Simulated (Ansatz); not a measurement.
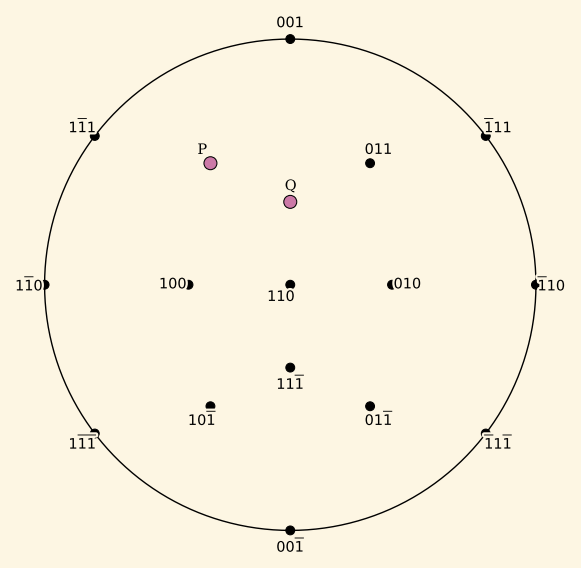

Stereographic projection of plane normals (upper hemisphere) centred on (1 1 0). Crystal: Rb, the end point of a relaxation with DFT PBEsol, scalar-relativistic, plane waves, PAW in Ansatz. All values are computed from the atomic coordinates in the standard setting (tolerance 0.002 Å).

a = 5.715 Å, b = 5.715 Å, c = 5.309 Å, α = 90.00°, β = 90.00°, γ = 90.00°.

Index the poles marked P, Q.

P is (1 0 1), 61.2° from the centre; Q is (1 1 1), 37.3° from the centre.

What is the angle between the normals of (1 1 0) and (1 0 0), and what are their d_hkl = 1/|g|?

45.0°; d = 4.041 Å and 5.715 Å.
